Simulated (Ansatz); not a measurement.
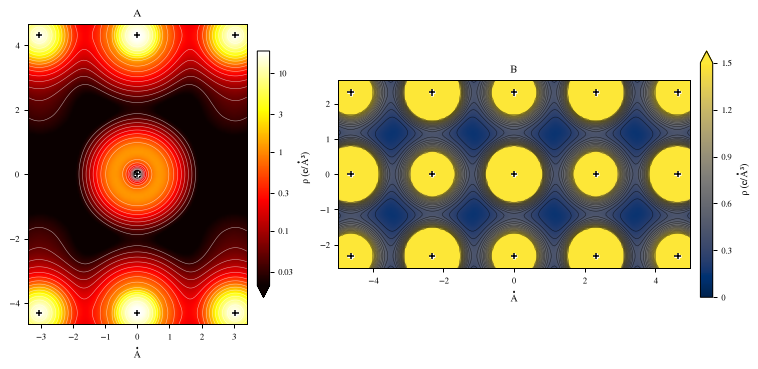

The valence charge density (pseudo) of 2 systems, each on a plane through atoms (crosses mark nuclei in the plane).

Computed with Ansatz, DFT r2SCAN, scalar-relativistic, plane waves, PAW.

System 1: CsSnI3, the (110) plane of the conventional cell. Space group Pm-3m; changed on purpose from its base cell (volume × 0.94).

```
Cs Sn I
1.0
     6.09729    0.00000    0.00000
     0.00000    6.09729    0.00000
     0.00000    0.00000    6.09729
Cs Sn I
1 1 3
Direct
  0.00000 0.00000 0.00000
  0.50000 0.50000 0.50000
  0.00000 0.50000 0.50000
  0.50000 0.00000 0.50000
  0.50000 0.50000 0.00000
```

System 2: ZrN, the (001) plane of the conventional cell. Space group Fm-3m; changed on purpose from its base cell (volume × 1.03); computed pressure about −7 GPa in this cell; computed without spin polarisation.

```xyz
8
Lattice="4.6316 0.0000 0.0000 0.0000 4.6316 0.0000 0.0000 0.0000 4.6316" Properties=species:S:1:pos:R:3 pbc="T T T"
Zr    2.3158    0.0000    0.0000
Zr    0.0000    2.3158    0.0000
Zr    0.0000    0.0000    2.3158
Zr    2.3158    2.3158    2.3158
N     0.0000    0.0000    0.0000
N     2.3158    2.3158    0.0000
N     2.3158    0.0000    2.3158
N     0.0000    2.3158    2.3158
```

Which map belongs to which system?

Panel A is system 1, CsSnI3: the plane holds Cs, Sn and I. Sn–I (3.05 Å): ρ at the midpoint is about 0.26 e/Å³. Panel B is system 2, ZrN: the plane holds Zr and N. Zr–N (2.32 Å): the density is about 0.43 e/Å³ at the midpoint.
